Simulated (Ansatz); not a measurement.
Cu (Im-3m, No. 229): the input geometry of an electronic-structure calculation (not necessarily at equilibrium); the starting structure was generated, so it need not be a known form of this composition.

```
Cu
1.0
     2.83168    0.00000    0.00000
     0.00000    2.83168    0.00000
     0.00000    0.00000    2.83168
Cu
2
Direct
  0.00000 0.00000 0.00000
  0.50000 0.50000 0.50000
```

### What will a Z-contrast image along [110] show? The image is simulated as a sum over atoms of Z^1.7, blurred by a 0.94 Å probe (no channelling). A slight drift was added.

The columns repeat on a rectangular net of 1.42 × 2.00 Å (plane group p2mm). All columns are alike (Cu). The shortest distance between visible columns is 1.42 Å in projection. Along the beam the structure repeats every 4.00 Å.

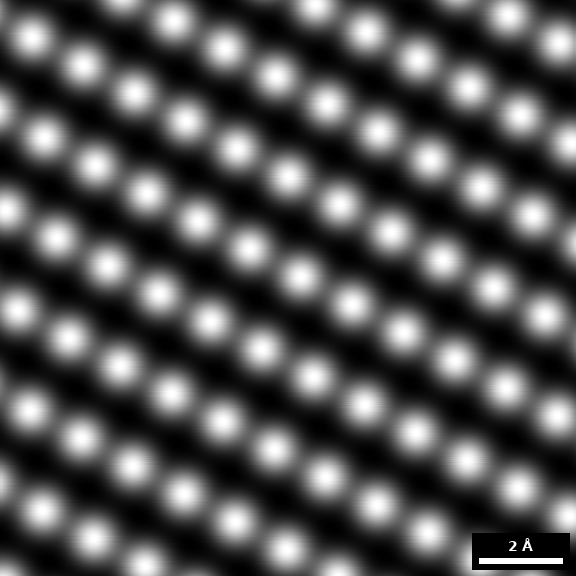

The simulated image.
